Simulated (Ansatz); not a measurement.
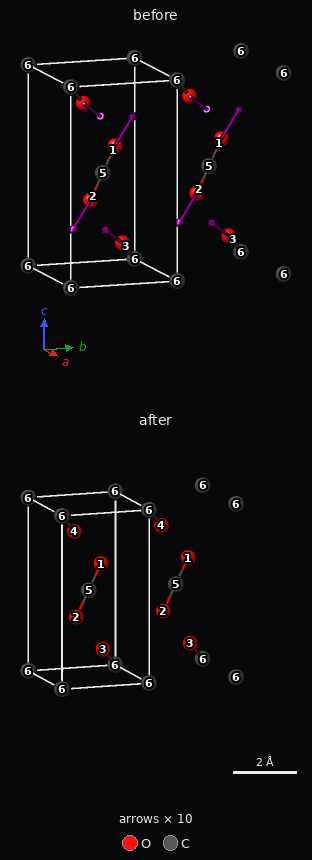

The structure of solid CO2 (set up in Cmce) before (top) and after (bottom) a relaxation, at one scale. The purple arrows give the displacements (the part carried along by the change of the cell is left out), magnified 10 times.

Style: ball-and-stick. Shown: the cell of the calculation, repeated 1 × 2 × 1 with one cell outlined, slightly off an axis.

The run lets cell and atoms move.

Computed with Kohn-Sham DFT of a periodic cell, PBEsol, Ansatz PAW in Ansatz 0.2.0.

Input
```yaml
crystal:
  lattice:
    - [2.63591123, -2.38737812, 0.0]
    - [2.63591123, 2.38737812, 0.0]
    - [0.0, 0.0, 6.58717491]
  atoms:
    - { symbol: O, position: [0.30650857, 0.69349143, 0.60815661] }
    - { symbol: O, position: [0.69349143, 0.30650857, 0.39184339] }
    - { symbol: O, position: [0.19349143, 0.80650857, 0.10815661] }
    - { symbol: O, position: [0.80650857, 0.19349143, 0.89184339] }
    - { symbol: C, position: [0.5, 0.5, 0.5] }
    - { symbol: C, position: [0.0, 0.0, 0.0] }
hamiltonian:
  xc: pbesol
  pseudopotentials: { kind: paw }
kpoints:
  mp_grid: { grid: [8, 8, 4] }
scf:
  occupations: { method: fermi_dirac, width: 0.05 }
output:
  forces: true
  stress: true
  eigenvalues: true
relax:
  f_tol: 0.01
  max_steps: 40
  cell: { stress_tol: 0.05, p_target: 30.0 }
```

Run as
```bash
ansatz run input.yaml --threads 2 --pin off --max-ram 5632MiB --backend cpu --events-out ev --progress --plain --runs-dir out
```

Question: Summarise the run.

Answer: The largest moves relative to the cell, 0.17 Å, are those of O1, O2, O3 and O4. O4 goes along [−3 3 −1]. C stays in place. The drawn cell changes as follows: a = b 3.556 → 2.928 Å (−17.7 %), c 6.587 → 5.682 Å (−13.7 %), γ 84.3° → 86.2°; the volume changes by −41.4 %. Near-neighbour distances that change, for instance: O1–C5 1.167 → 1.156 Å. The space group stays Cmce (No. 64). The energy rises by 1.903 eV per cell of the calculation in 10 accepted moves (13 points after the start). With the target pressure of 30 GPa, the enthalpy E + pV changes by −4.523 eV per cell of the calculation. Largest force component: 0.032 eV/Å at the start, under 0.0001 eV/Å at the end. The pressure goes from 0.98 to 30.00 GPa. At 3 points the geometry stayed and the basis and grid were re-selected for the new cell (energy shift of 41.0 meV per cell of the calculation at most each time).

Limits of the set-up: layers or molecules are held without a dispersion correction, so their spacing is unreliable.
